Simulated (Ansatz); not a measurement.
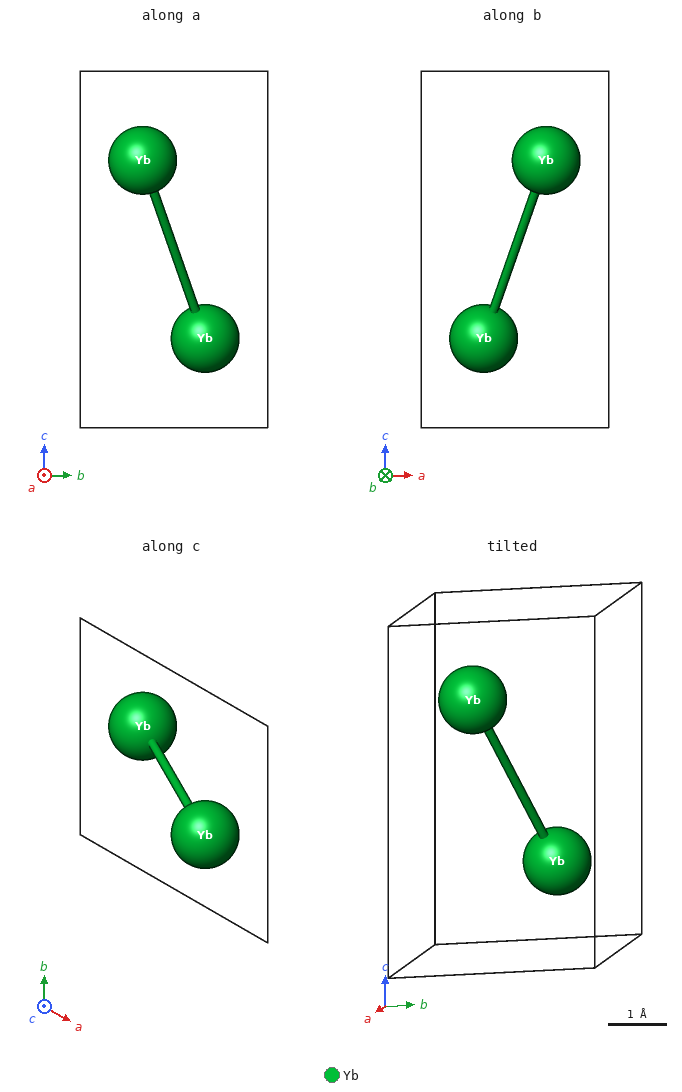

View along the a axis, along the b axis, along the c axis and slightly off an axis, drawn as a ball-and-stick model. Lines trace the edges of the conventional unit cell.

Lattice parameters: a = 3.765 Å, b = 3.765 Å, c = 6.192 Å, α = 90.00°, β = 90.00°, γ = 120.00°. Put a along x and b in the xy plane.

Q: Reconstruct the structure as a POSCAR file.

A:
```
Yb
1.0
     3.765    0.000    0.000
    -1.882    3.260    0.000
     0.000    0.000    6.192
Yb
2
Direct
  0.3333 0.6667 0.2500
  0.6667 0.3333 0.7500
```

Its origin is a structure type filled with this element by a generator (whether the element takes this form wasn't checked). The structure drawn was relaxed with DFT, revPBE, plane waves (420 eV) with PAW, scalar-relativistic (Ansatz 0.2.0).
